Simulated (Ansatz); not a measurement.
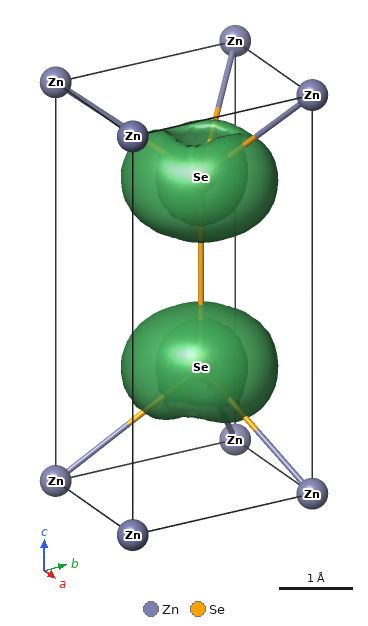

Figure. ZnSe₂. Isosurface of the electron localisation function at 0.75 (green), seen slightly off an axis. Only the valence region is drawn (cores and ρ < 0.01 e/Å³ removed). Sticks mark near contacts.

Space group P-6m2; a structure from a database of computed crystals, not necessarily the ambient phase; started from the MoS2-187 prototype, which need not be the ambient phase.

Computed with DFT, PBEsol, plane waves, PAW (Ansatz).

In a PAW calculation such maps are meaningful between the atoms, not at the nuclei.

Where are the electrons localised?

At this value the surface marks out two regions wrapped around Se (the valence shell of each), counted in one cell of 3 atoms. Any copies at cell faces, edges or corners count once. Along the contacts the grid gives the following. Zn–Se (2.57 Å): the ELF is about 0.50 at the midpoint. Se–Se (2.69 Å): the ELF is about 0.45 at the midpoint.
